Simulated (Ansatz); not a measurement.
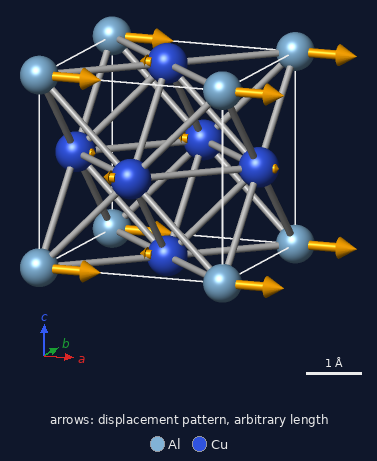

One vibrational mode of solid AlCu3 at the zone centre. The orange arrows give the relative displacements of the atoms. The picture is a ball-and-stick view of the cell of the calculation, seen slightly off an axis.

Computed with DFT LDA, scalar-relativistic, plane waves, PAW (Ansatz).

Input
```yaml
crystal:
  lattice:
    - [3.5895989799, 0.0, 0.0]
    - [0.0, 3.5895989799, 0.0]
    - [0.0, 0.0, 3.5895989799]
  atoms:
    - { symbol: Al, position: [0.0, 0.0, 0.0] }
    - { symbol: Cu, position: [0.5, 0.5, 0.0] }
    - { symbol: Cu, position: [0.5, 0.0, 0.5] }
    - { symbol: Cu, position: [0.0, 0.5, 0.5] }
basis:
  ecutwfc: 420
kpoints:
  mp_grid: { grid: [12, 12, 12] }
hamiltonian:
  xc: lda
scf:
  occupations: { method: fermi_dirac, width: 0.15 }
output:
  eigenvalues: true
phonons:
  method: dfpt
  eigenvectors: true
```

Command:
```bash
ansatz run input.yaml --threads 1 --pin off --max-ram 3072MiB --backend cpu --events-out ev --progress --plain --runs-dir out
```

The frequencies depend somewhat on the k-mesh and the smearing.

Question: Describe the mode and give its frequency.

Answer: This is the T₁u mode (triply degenerate; one member of the set is drawn) at 311 cm⁻¹, the highest optical level, infrared-active by symmetry. All motion is along a; the kinetic energy is shared as Al 74 %, Cu 26 %. The crystal is a metal, so free carriers screen the infrared response.
